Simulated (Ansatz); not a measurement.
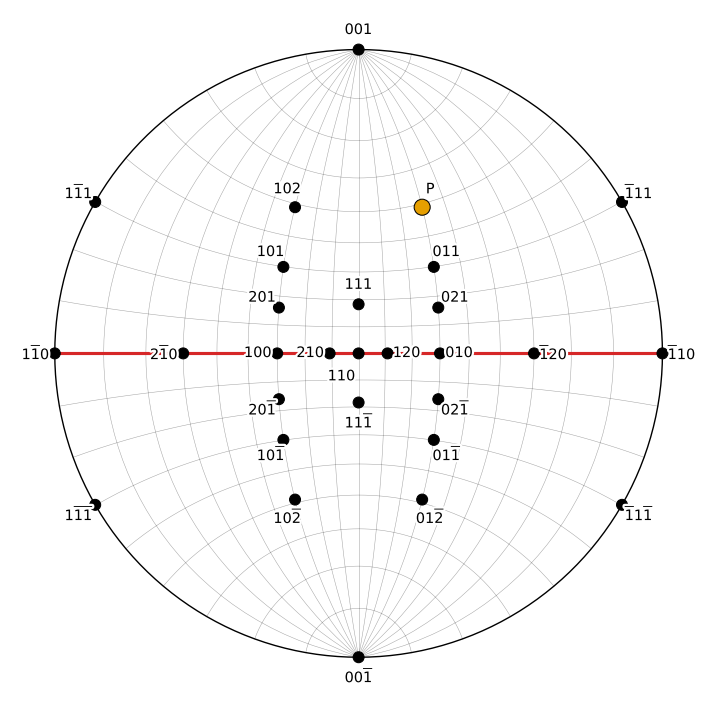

Stereographic projection of plane normals (upper hemisphere) centred on (1 1 0). Crystal: MgO, the input geometry of an electronic-structure calculation (not necessarily at equilibrium). Symmetry computed with spglib at a tolerance of 0.002 Å; standard conventional cell.

a = 3.308 Å, b = 3.308 Å, c = 4.983 Å, α = 90.00°, β = 90.00°, γ = 120.00°.

### Index the pole marked P.

P is (0 1 2), in four indices (0 1 −1 2), 55.4° from the centre.

### Which zone does the coloured great circle trace?

The zone [0 0 1]: its poles satisfy l = 0.

### What is the angle between the normals of (1 0 0) and (0 1 −2), and what are their d_hkl = 1/|g|?

70.8°; d = 2.865 Å and 1.880 Å.
